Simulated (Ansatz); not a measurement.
## Tc (Fm-3m): the states at the Fermi level

The calculation's input:

```yaml
crystal:
  lattice:
    - [0.0, 1.95, 1.95]
    - [1.95, 0.0, 1.95]
    - [1.95, 1.95, 0.0]
  atoms:
    - { symbol: Tc, position: [0.0, 0.0, 0.0] }
basis:
  ecutwfc: 420
kpoints:
  mp_grid: { grid: [18, 18, 18] }
hamiltonian:
  xc: pbesol
scf:
  occupations: { method: gaussian, width: 0.05 }
output:
  forces: true
  eigenvalues: true
  eigenstates:
    nscf_kmesh: { grid: [34, 34, 34] }
    top_band: c6
    de_dk: true
    localisation: false
  stress: true
checkpoint:
  write: ck
  compress: false
  write_wavefunctions: false
  write_every: 100000
```

Command:

```sh
ansatz run input.yaml --threads 1 --pin off --max-ram 3072MiB --backend cpu --events-out ev --progress --plain --runs-dir out
```

The calculation used DFT PBEsol, scalar-relativistic, plane waves, PAW; levels and slopes on a dense k mesh at the converged density (Ansatz 0.2.0). No spin polarisation. Mesh 34×34×34, interpolated with the band slopes. Cell and positions as given, without relaxation (residual pressure −15 GPa). Sheets, masses and frequencies are those of this strained cell.

### 1. The sheets

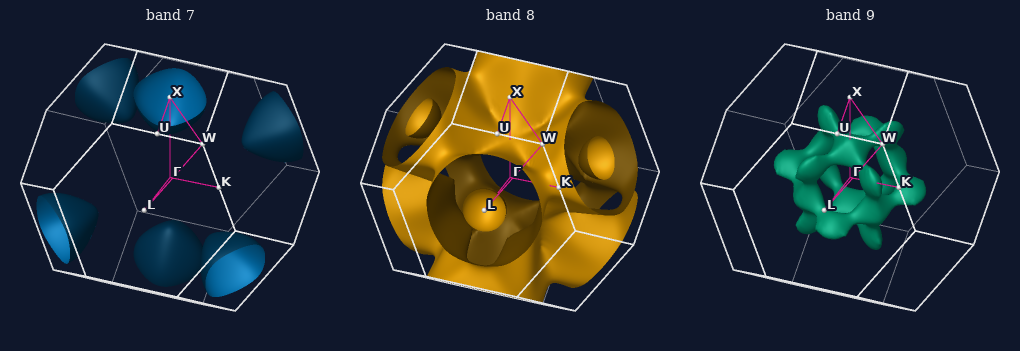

Fermi surface of this crystal. Each panel holds one band. The brighter face of a sheet looks towards empty states.

What does each sheet look like, and where are the electron and hole pockets?

Answer. Three bands cross the Fermi level; this is a three-dimensional metal.

Band 7: three hole pockets centred at X (each 2.3 % of the zone).
Band 8: four hole pockets centred at L (each 0.50 % of the zone) and an open network that joins neighbouring zones in all directions (the band is filled at Γ and empty at X and L).
Band 9: one electron pocket in a ring or shell around Γ (3.1 % of the zone).
A pocket cut by a face of the zone is counted once with the part on the opposite face.

How large are the density of states and the plasma frequency?

Answer. The density of states at the Fermi level is 1.2 states/eV per primitive cell. The intraband plasma frequency is 9.9 eV in all directions.

### 2. Speeds

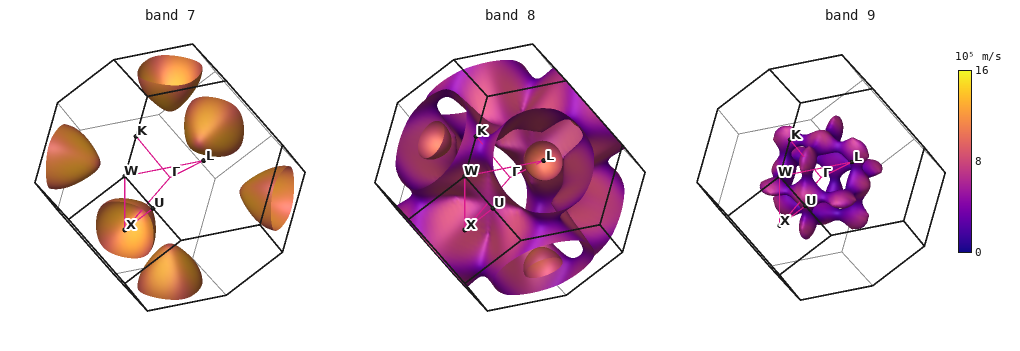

Fermi surface of this crystal, coloured by the Fermi speed.

How fast are the electrons on each sheet?

Answer. Band 7: 10 to 13 × 10⁵ m/s over most of the sheet, 12 × 10⁵ m/s on average over states. Band 8: 4.2 to 10 × 10⁵ m/s over most of the sheet, 6.7 × 10⁵ m/s on average over states. Band 9: 2.4 to 7.2 × 10⁵ m/s over most of the sheet, 4.3 × 10⁵ m/s on average over states.

Which of these bands adds most to the density of states at the Fermi level?

Answer. Band 8, with 0.70 of 1.2 states/eV per cell.

### 3. Cuts and bands

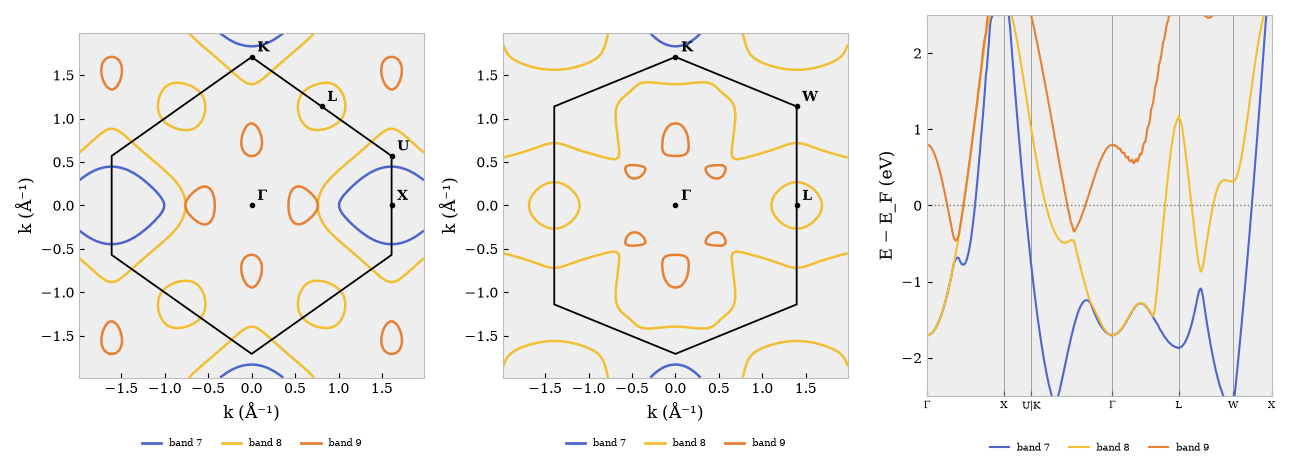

This crystal: cuts through the Fermi surface in the plane through Γ, X and L and the plane through Γ, L and W, and the bands that cross the Fermi level.

Give each band's level at the labelled points, in eV from the Fermi level.

Answer.
```csv
band,Γ,X,L
band 7,−1.71,above,−1.87
band 8,−1.71,above,+1.17
band 9,+0.80,above,above
```

Negative values are filled states; "above" and "below" lie outside the plotted window.

Spin-orbit coupling is left out; with Tc it can split, shift or remove sheets. Necks and pockets thinner than about two mesh steps aren't resolved, so separate pockets may in truth be joined.

Cost: 4.4 s on 1 thread of AMD EPYC 9R45 96-Core Processor (Zen 5), on a shared host, peak memory 0.41 GiB.
